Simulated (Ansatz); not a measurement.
A Fermi-surface calculation for TiAl (P4/mmm).

```cif
data_structure
_symmetry_space_group_name_H-M 'P 1'
_symmetry_Int_Tables_number 1
_cell_length_a 2.8373
_cell_length_b 2.8373
_cell_length_c 4.0591
_cell_angle_alpha 90.000
_cell_angle_beta 90.000
_cell_angle_gamma 90.000
_cell_volume 32.68
loop_
_atom_site_label
_atom_site_type_symbol
_atom_site_fract_x
_atom_site_fract_y
_atom_site_fract_z
_atom_site_occupancy
Ti1 Ti 0.00000 0.00000 0.00000 1
Al1 Al 0.50000 0.50000 0.50000 1
```

Method: DFT LDA, scalar-relativistic, plane waves, PAW; levels and slopes on a dense k mesh at the converged density (Ansatz 0.2.0). No spin polarisation. k mesh for the levels: 26×26×18. The geometry was not relaxed (residual pressure −7 GPa).

Three bands cross the Fermi level; this is a three-dimensional metal. One further band (10) crosses it only in tiny pockets, up to 208 meV deep, and is left out of the picture of the sheets. The density of states at the Fermi level is 1.8 states/eV per primitive cell. The intraband plasma frequencies along the cartesian axes x, y and z of the cell as given are 4.8, 4.8 and 4.3 eV.

Band 7: specks under 0.04 % of the zone, which the mesh doesn't resolve and which may come from the interpolation; mean Fermi speed 4.1 × 10⁵ m/s; weight Ti (80 %) and Al (20 %).
Band 8: a multiply connected open sheet, with filled and empty regions both running through the repeated zones in all directions (the band is filled at Γ, M, R and X and empty at Z and A); weight Ti (81 %) and Al (19 %).
Band 9: one electron pocket centred at M (0.35 % of the zone); mean Fermi speed 4.5 × 10⁵ m/s; weight Ti (74 %) and Al (26 %).
A pocket cut by a face of the zone is counted once with the part on the opposite face.
Weights are shares of the states' density in the atoms' Voronoi cells.
The shape of the surface of band 7 changes its kind within 0.04 eV of this level, so small parts may appear, vanish, join or separate.

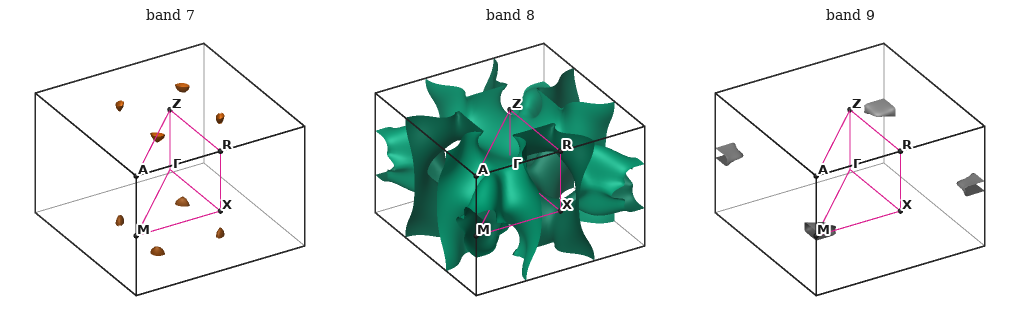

Each panel holds one band. The brighter face of a sheet looks towards empty states.

A magnetic state wasn't tried and may lie lower. Necks and pockets thinner than about two mesh steps aren't resolved, so separate pockets may in truth be joined.

Time for the whole run: 4.5 s on 2 threads of AMD EPYC 9R45 96-Core Processor (Zen 5) (shared host), peak memory 0.56 GiB.
